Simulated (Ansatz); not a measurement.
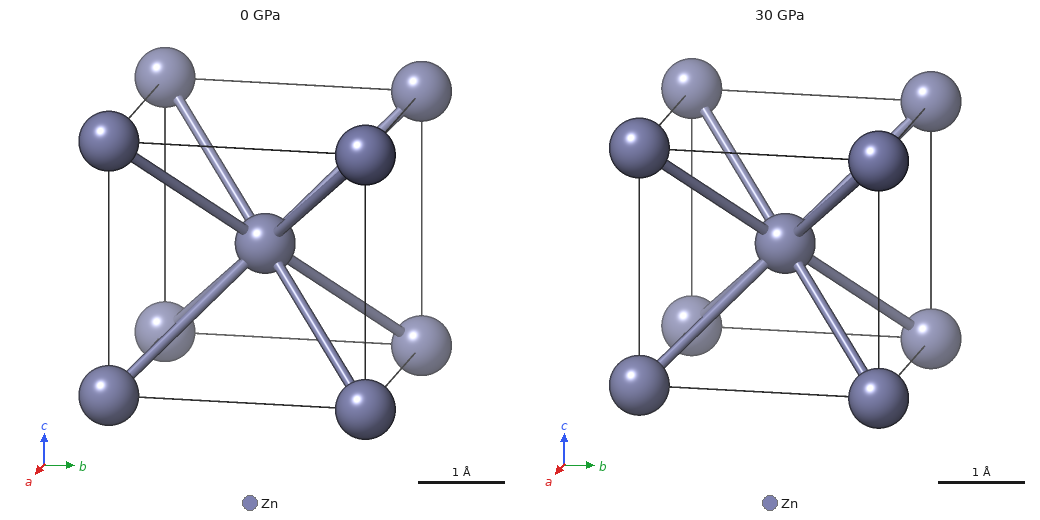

Zn, body-centred cubic (W type), space group Im-3m (No. 229), relaxed (cell and atoms) under a series of hydrostatic pressures; the conventional cell is drawn at the lowest and the highest, to one scale (sticks follow a distance rule). The start was a structure listed in the Materials Project. This isn't the form of Zn at room conditions, which is hcp.

Alike in all runs: Ansatz 0.2.0; functional PBEsol; potentials Ansatz PAW; cutoff 420 eV; k mesh 12 × 12 × 12 on the run's cell of 1 atom; occupations fermi-dirac, width 0.05 eV; no spin polarisation; no spin-orbit coupling.

```tsv
pressure (GPa)	volume (Å³/atom)	a (Å)
0.0	14.266	3.056
2.0	13.945	3.033
5.0	13.553	3.004
10.0	12.998	2.962
20.0	?	?
30.0	11.577	2.850
```

Q: What equation of state do the given rows imply, and what volume does it predict for the missing row?

A: The fit gives V0 = 14.26 Å³/atom, B0 = 87 GPa and B0′ = 4.8, which puts the volume at 20.0 GPa at 12.18 Å³/atom. The run gave volume 12.167 Å³/atom; a 2.898 Å.

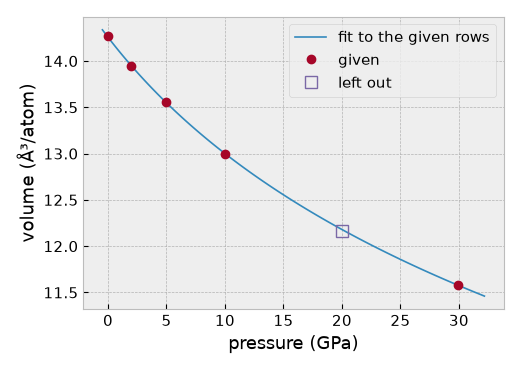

Volume against pressure, with the fit. The structure was kept in its own symmetry, so a change to another phase within this range wouldn't be seen.

Caveat: the plane-wave basis is chosen anew once the cell has moved, so the energies of steps on either side of that aren't comparable.
